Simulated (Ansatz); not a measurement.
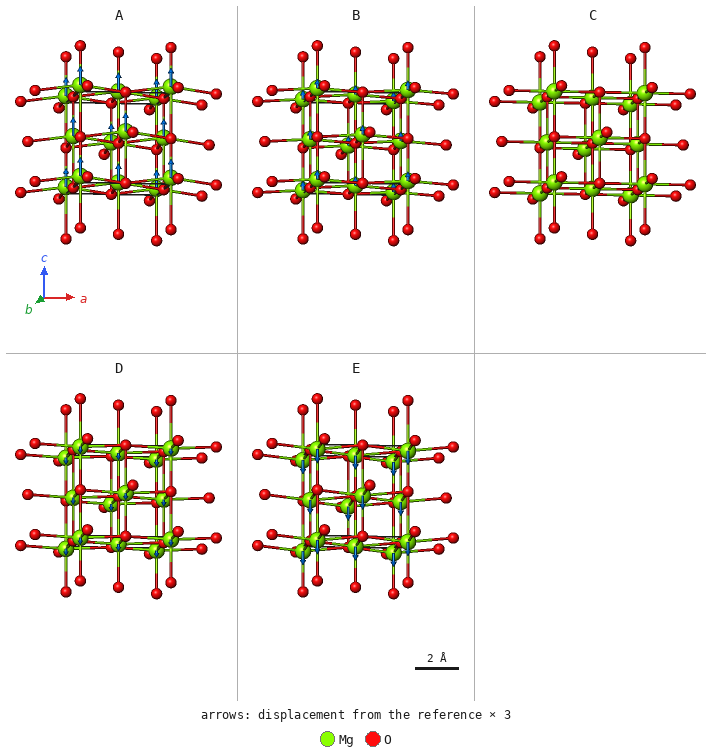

A scan of a crystal of MgO (Fm-3m) along one coordinate. Style: ball-and-stick. Shown: the conventional cell (4 times the calculation's cell), along the b axis, with a slight tilt. Blue arrows: displacements from the reference. Lengths and directions refer to the drawn axes.

The calculation used DFT PBEsol, scalar-relativistic, plane waves, PAW in Ansatz 0.2.0. Settings: plane-wave cutoff 420 eV; k-point mesh 10 × 10 × 10; occupations gaussian; smearing width 0.05 eV; no spin polarisation. Energies (free energies at the smearing named) are counted from the cell as listed in its source, which wasn't relaxed.

**What is being scanned?**

The whole Mg sublattice is shifted rigidly, towards the nearest copy of atom 2 (O) at 2.135 Å, all else fixed. In the frames the displacement is −0.30 Å (A), −0.15 Å (B), 0.00 Å (C), 0.1125 Å (D), 0.225 Å (E). Their energies are 268.5 meV/cell, 53.4 meV/cell, 0.0 meV/cell, 29.0 meV/cell, 132.8 meV/cell.
